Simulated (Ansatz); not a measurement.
# AlGa3N4: what the fields show

Input

```
crystal:
  lattice:
    - [1.5789622338, 0.9116142707, 10.3159734515]
    - [-1.5789622338, 0.9116142707, 10.3159734515]
    - [0.0, -1.8232285415, 10.3159734515]
  atoms:
    - { symbol: Al, position: [0.9999682881, -3.17119e-05, -3.17119e-05] }
    - { symbol: Ga, position: [0.2509185204, 0.2509185204, 0.2509185204] }
    - { symbol: Ga, position: [0.4999355995, 0.4999355995, 0.4999355995] }
    - { symbol: Ga, position: [0.7491785417, 0.7491785417, 0.7491785417] }
    - { symbol: "N", position: [0.3142502907, 0.3142502907, 0.3142502907] }
    - { symbol: "N", position: [0.5628361573, 0.5628361573, 0.5628361573] }
    - { symbol: "N", position: [0.812043432, 0.812043432, 0.812043432] }
    - { symbol: "N", position: [0.0608691702, 0.0608691702, 0.0608691702] }
kpoints:
  mp_grid: { grid: [6, 6, 6] }
  band_path:
    path:
      - [0.0, 0.0, 0.0]
      - [-0.5, -0.5, -0.5]
      - [-0.5, -0.1718727431, -0.8281272569]
      - [-0.1718727431, 0.1718727431, -0.5]
      - [0.0, 0.0, -0.5]
      - [0.0, 0.3359363715, -0.3359363715]
      - [-0.3359363715, 0.0, -0.6640636285]
      - [-0.5, 0.0, -0.5]
      - [-0.005208, -0.005208, -0.005208]
    npoints: 1
hamiltonian:
  xc: pbe0
scf:
  occupations: { method: fixed }
  n_extra_bands: 6
output:
  forces: true
  stress: true
  eigenvalues: true
  write_density: true
  write_potential: true
  elf: true
  volumetric_format: npy
```

Below, planes, directions and counts refer to the conventional cell (a = 3.16 Å, b = 3.16 Å, c = 30.95 Å, α = 90.00°, β = 90.00°, γ = 120.00°).

Space group R3m; started from the ordered alloy on zincblende lattice prototype, which need not be the ambient phase.

Level of theory: DFT, PBE0, plane waves, PAW (Ansatz).

The density is the valence pseudo-density of a PAW calculation; it isn't the true density close to the nuclei.

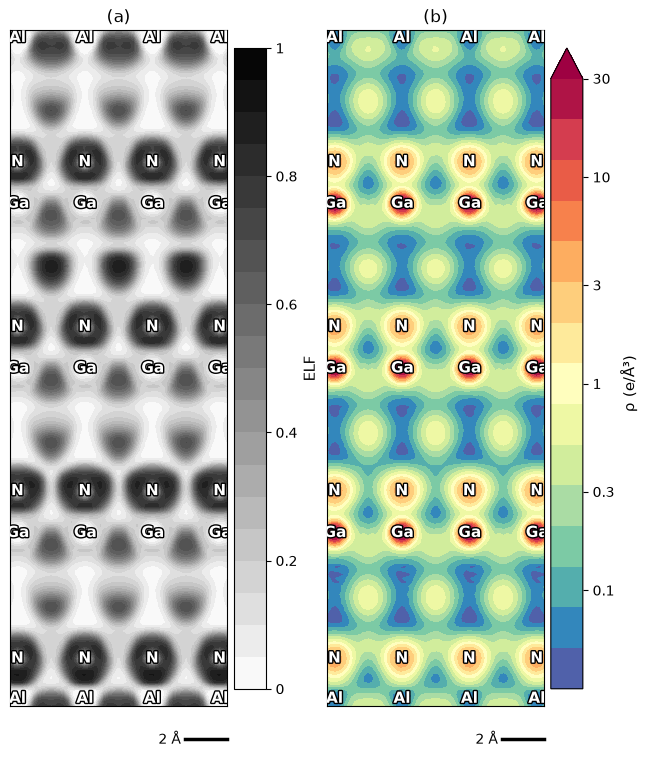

Figure 1. (a) ELF; (b) valence electron density on the (010) plane of the conventional cell.

### What do the fields say about this system?

Atoms in the plane: Al, Ga and N.
Atoms just off the plane (Al, 0.9 Å away, Ga, 0.9 Å away and N, 0.9 Å away) can leave unmarked features too.
Al–N (1.88 Å): ρ is about 0.71 e/Å³ halfway; the ELF peaks at about 0.90 in the valence shell of N, 0.7 Å from its nucleus, and is about 0.90 at the midpoint.
Ga–N (1.96 Å): ρ is about 0.74 e/Å³ halfway; the ELF peaks at about 0.85 in the valence shell of N, 0.7 Å from its nucleus, and is about 0.45 at the midpoint.
Between the atoms the lowest density in this plane is 0.03 e/Å³.

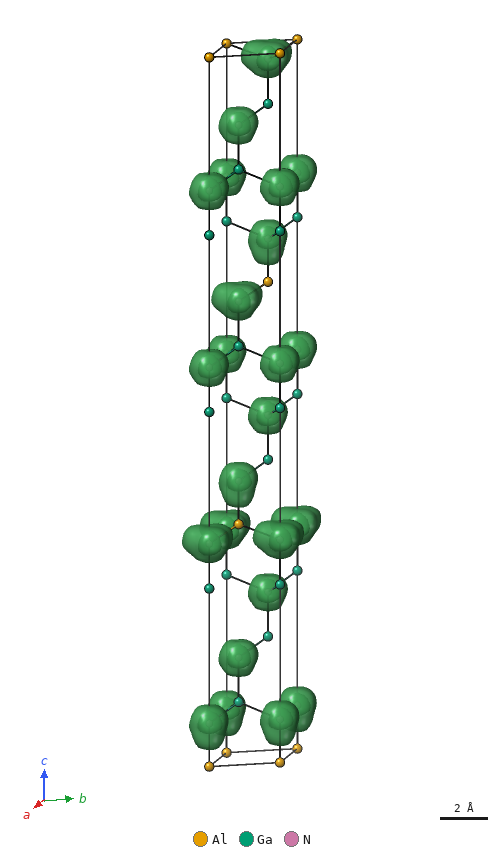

Figure 2. Isosurface of the electron localisation function at 0.75 (green), seen slightly off an axis. Core shells and regions of very low density are left out. Sticks mark near contacts.

### Where are the electrons localised?

The surface consists of six regions on N in which the atom's valence shell and bonds are merged and six regions wrapped around N (the valence shell of each), counted in one cell of 24 atoms. Regions shared between cells count once. Along the contacts the grid gives the following. Ga–N (1.94 Å): the ELF peaks at about 0.85 in the valence shell of N, 0.7 Å from its nucleus, and is about 0.50 at the midpoint.

### Does the calculation make it a metal, or give it a gap?

It is gapped, with a Kohn–Sham gap of 4.1 eV on the k-point mesh (the band edges may lie off the mesh, which would make the gap smaller).
